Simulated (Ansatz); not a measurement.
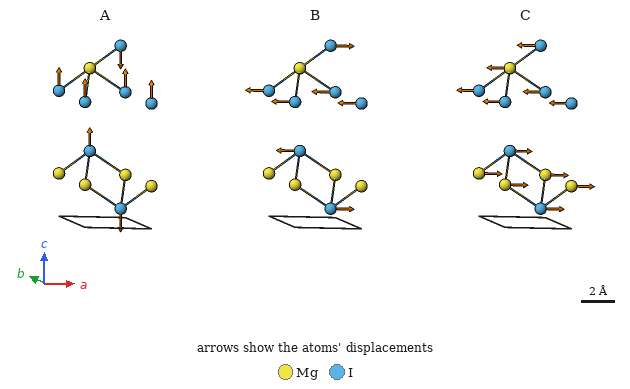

Modes of a free-standing layer of MgI$_{2}$ (a generated structure), space group P-3m1 (No. 164), at the zone centre (one member of each degenerate set). The orange arrows are the displacements of the atoms (eigenvector over the root of the mass), of arbitrary overall length and sign. A ball-and-stick model of the cell of the calculation, outlined in the plane, without the vacuum, seen slightly off an axis.

Method: DFT PBE+D3(BJ), scalar-relativistic, plane waves, PAW (Ansatz).

Frequencies are those without the non-analytic (LO–TO) term.

**Give the symmetry species and the selection rules of each.**

A is A₂u, infrared-active by symmetry (105 cm⁻¹). B is E_u, infrared-active by symmetry (62 cm⁻¹). C is E_g, Raman-active by symmetry (12 cm⁻¹). The crystal has a centre of inversion, so no mode is both.
